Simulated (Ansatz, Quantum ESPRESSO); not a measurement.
# 1T-SnS2, 2 layers, AA stacking: the dipole at a withheld member of a series

How the rows were computed: Quantum ESPRESSO 7.5, PBE, GBRV ultrasoft. Cell and atoms are relaxed without a field with a D3(BJ) correction and then held. Sawtooth field with dipole correction, 17 Å of vacuum in the starting cell, Fermi-Dirac smearing of 0.002 Ry; bands along a path at each field. The series steps the field along the normal.

```tsv
field along the normal	dipole (e Å)
0 V/Å	−0.000
0.05 V/Å	0.031
0.1 V/Å	0.062
0.2 V/Å	0.124
0.3 V/Å	0.187
```

To predict: What is the dipole at 0.4 V/Å?

By hand: The rows at 0.2 V/Å and 0.3 V/Å give a slope of (0.187 − (0.124))/(0.3 − (0.2)) = 0.63, so a straight line gives 0.250 e Å. A parabola through these and the row at 0.1 V/Å gives 0.251 e Å.

**Check.** 0.249 e Å. The line misses by +0.001 and the parabola by +0.002 e Å. Both misses are under 5 % of the step from the nearer row.

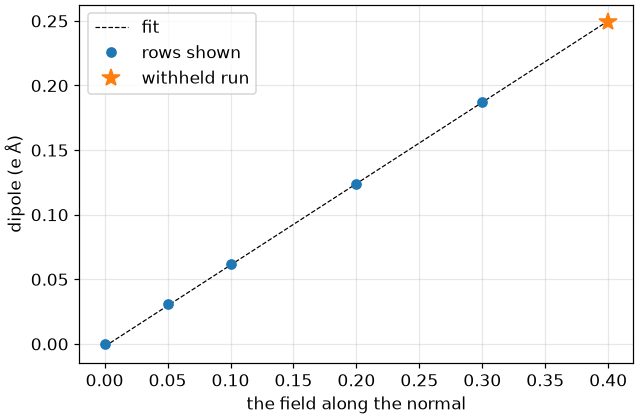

The rows shown, the fit and the withheld run.

**Limits.** Ions are held; semilocal gaps are too small; in strong fields empty levels can belong to the vacuum; one stacking. Members without a usable value, or on the other side of zero field or charge, are not listed.

[Logs are printed without paths, hosts, clocks, repeated set-up lines and the standing remarks that a program may print on its own settings, such as how far it seeks lower states.]
